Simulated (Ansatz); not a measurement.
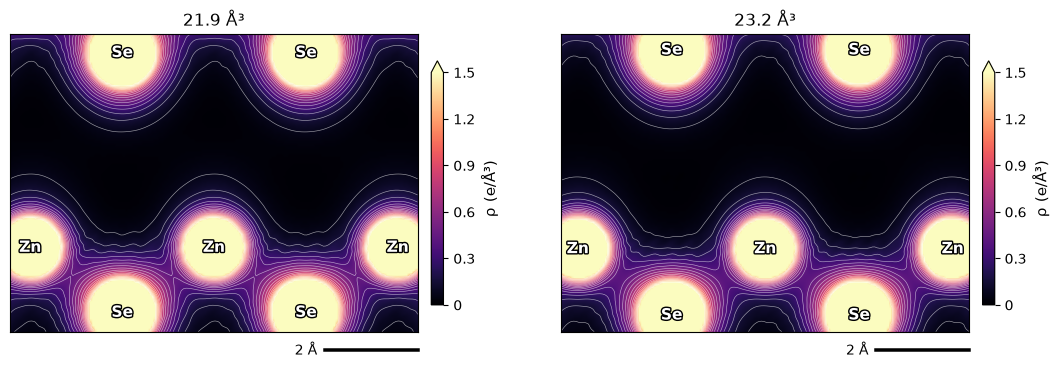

ZnSe. The valence electron density of cells scaled evenly to different volumes (given per atom above each panel), on the (101̄) plane of each (indices in the axes of the cell below), at one length scale and on one colour scale.

The calculation used Kohn-Sham DFT of a periodic cell, revPBE, Ansatz PAW in Ansatz 0.2.0.

In a PAW calculation such maps are meaningful between the atoms, not at the nuclei.

The largest cell:

```yaml
crystal:
  lattice:
    - [0.00000, 2.85257, 2.85257]
    - [2.85257, 0.00000, 2.85257]
    - [2.85257, 2.85257, 0.00000]
  atoms:
    - { symbol: Se, position: [0.75000, 0.75000, 0.75000] }
    - { symbol: Zn, position: [0.00000, 0.00000, 0.00000] }
```

| volume (Å³/atom) | Zn–Se contact in the plane (Å) | ρ at its midpoint (e/Å³) | pressure (GPa) | gap on the mesh (eV) | 
| --- | --- | --- | --- | --- |
| 21.85 | 2.421 | 0.494 | 6.8 | 1.57 | 
| 22.76 | 2.454 | ? | ? | ? | 
| 23.21 | 2.470 | 0.454 | 2.4 | 1.33 | 

**Estimate the missing row, and compare with the calculation.**

Over the known rows ln ρ falls by 1.72 per Å of Zn–Se distance (the line through the two), which gives 0.467 e/Å³ at 2.454 Å; the calculation gives 0.468 e/Å³. For the pressure, a straight line in volume between the neighbouring rows gives 3.9 GPa; the calculation gives 3.7. For the gap on the mesh, a straight line in volume between the neighbouring rows gives 1.41 eV; the calculation gives 1.41.
